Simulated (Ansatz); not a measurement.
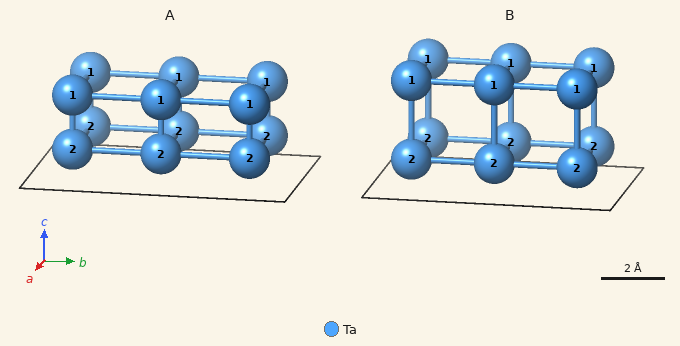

Two geometries of a free-standing layer of Ta (a generated structure, set up in P4/mmm) (coarse preliminary run), drawn at one scale. One is the start of a relaxation, the other its converged end. The picture is a ball-and-stick view of the 2 × 3 repeat of the cell, outlined in the plane, without the vacuum, seen slightly off an axis.

Level of theory: DFT PBE, scalar-relativistic, plane waves, PAW in Ansatz 0.2.0. Set-up: plane-wave cutoff 420 eV; k-point mesh 6 × 6 × 1; occupations gaussian; smearing width 0.1 eV; no spin polarisation; cell and atoms relaxed; force threshold 0.04 eV/Å; at most 70 steps.

Question: Which one is relaxed?

Answer: Structure B is the relaxed one. Over 5 accepted moves (6 points after the start) the energy falls by 3926 meV per atom. Largest force component: 31 eV/Å at the start, 0.02 eV/Å at the end. At 1 point the geometry stayed and the basis and grid were re-selected for the new cell (energy shift of 0.4 meV per atom at most each time). The largest moves relative to the cell and the layer's centre, 0.41 Å, are those of Ta1 and Ta2. Ta1 goes along the normal (+c). In the plane the drawn cell goes a 5.810 → 5.441 Å (−6.3 %), b 8.715 → 8.161 Å (−6.3 %). Near-neighbour distances that change, for instance: Ta1–Ta2 1.802 → 2.619 Å, Ta1–Ta1 2.905 → 2.720 Å. The program noted that it reset the height of the cell.
